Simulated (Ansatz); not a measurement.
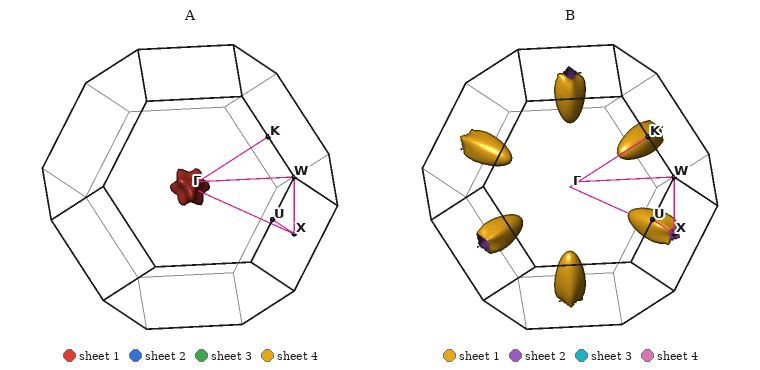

Constant-energy surfaces of BAs (F-43m) near its two band edges (0.15 eV into the valence band, 0.30 eV into the conduction band), in unknown order.

Level of theory: DFT PBE, spin-orbit coupling, plane waves, PAW; levels and slopes on a dense k mesh at the converged density (Ansatz). Non-magnetic. k mesh for the levels: 28×28×28. The geometry was not relaxed.

Masses come from a second pass at points close to the extrema; at the energies drawn a band may no longer be parabolic.

Which panel shows the holes and which the electrons?

A shows the valence band (holes), B the conduction band (electrons).

Describe the extrema and the gap.

Valence band (extrema up to 0.15 eV from the edge): one maximum at Γ, four bands meeting there, with masses of 0.22 and 0.24 mₑ among them, each the same along x, y and z. Band 18 forms the valence edge; band 17 meets it there, band 16 meets it there and band 15 meets it there.
Conduction band (extrema up to 0.30 eV from the edge): six equivalent minima on the Γ–X line, principal masses 0.21, 0.21 and 1.10 mₑ (mean of a spin-orbit pair that splits linearly in k, by up to ±0.066 eV Å along the axes). Band 19 forms the conduction edge; band 20 meets it there, band 21 begins 0.26 eV higher (at X) and band 22 begins 0.26 eV higher (at X). The surfaces also take in X, where this band lies 0.25 eV above its edge. Another band lies within 0.06 eV there, so the masses may hold only close to the extrema.
The gap is indirect, 1.12 eV at this level of theory (semilocal functionals give gaps that are too small, and can reorder valleys that lie close).

Where one band's surface lies inside another's, the outer one hides all or part of it.

The run (self-consistency and the dense mesh) took 44 s on 1 thread of Intel(R) Xeon(R) 6975P-C (Granite Rapids), on a shared host, peak memory 0.74 GiB.
